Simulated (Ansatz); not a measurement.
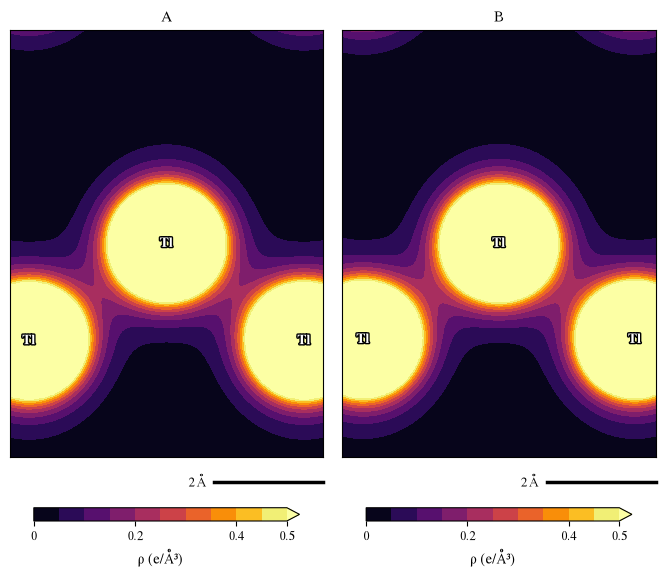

Tl. The valence electron density of two cells that differ in size, on the (101̄) plane of each (indices in the axes of the calculation cell), at one length scale and on one colour scale: A has 45.4 Å³ an atom and B 43.7.

The calculation used Ansatz 0.2.0, DFT, r2SCAN, plane waves (500 eV) with PAW, scalar-relativistic.

The larger cell:

```xyz
2
Lattice="0.0000 3.5676 3.5676 3.5676 0.0000 3.5676 3.5676 3.5676 0.0000" Properties=species:S:1:pos:R:3 pbc="T T T"
Tl    0.8919    0.8919    0.8919
Tl    6.2432    6.2432    6.2432
```

The smaller cell: a = 4.982 Å, b = 4.982 Å, c = 4.982 Å, α = 60.00°, β = 60.00°, γ = 60.00°.

> What does the compression do to the bonding and the properties?

From the larger cell to the smaller, Tl–Tl goes from 3.09 to 3.05 Å, and the density at its midpoint from 0.2 to 0.22 e/Å³; the pressure goes from −1.1 to −0.6 GPa.
